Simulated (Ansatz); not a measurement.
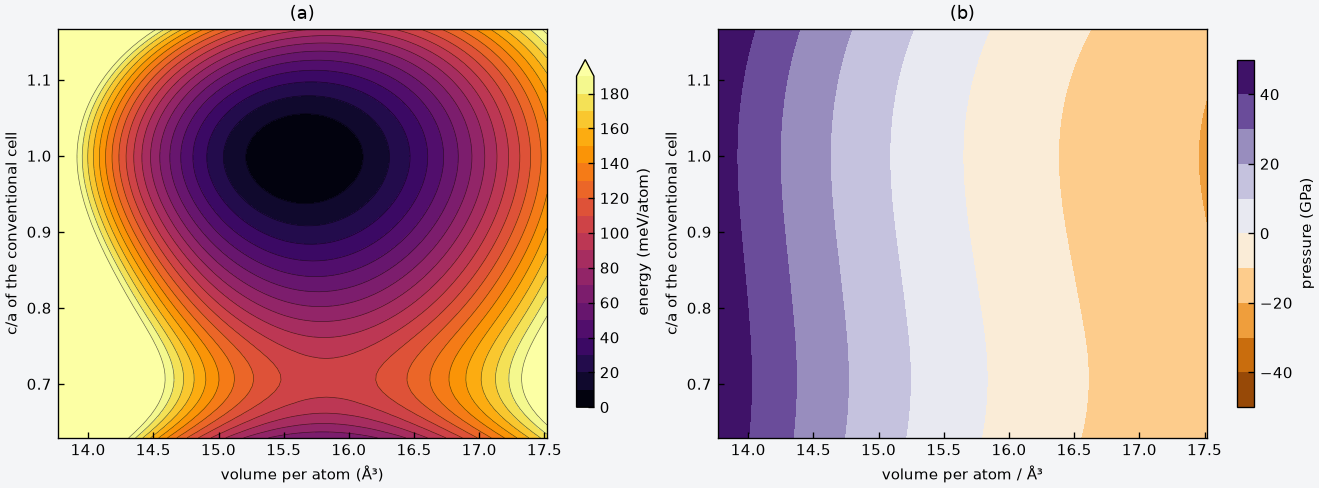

Pt (Fm-3m, No. 225; 1 atom in the cell). The energy is mapped over volume and the cell's shape. First axis: volume per atom. Second axis: c/a of the conventional cell. Nothing is relaxed (symmetry fixes all fractional coordinates). The grid has 7 × 9 points. Points are written as (first, second). Energies are in meV/atom, from the lowest grid point. These are results of DFT PBE, scalar-relativistic, plane waves, PAW (Ansatz), not measurements. Settings: cutoff 420 eV, k-mesh 22×22×22, gaussian smearing 0.15 eV, no spin polarisation.

Panel (a) is the energy; panel (b) is the computed pressure, in GPa.

Drawn: filled contours, one colour for all values above the top of the scale. Between grid points the surface is interpolated.

How does the pressure vary over the map, and what is it at the lowest grid point?

Answer. It runs from −20 GPa at (17.52 Å³, 1.000) [fcc] to 49 GPa at (13.77 Å³, 1.167). At the lowest grid point, (15.64 Å³, 1.000) [fcc], it is 0 GPa. The pressure is minus the slope of the energy with volume, so it vanishes at the true minimum, which need not be a grid point.

PAW datasets: the set soft_1.
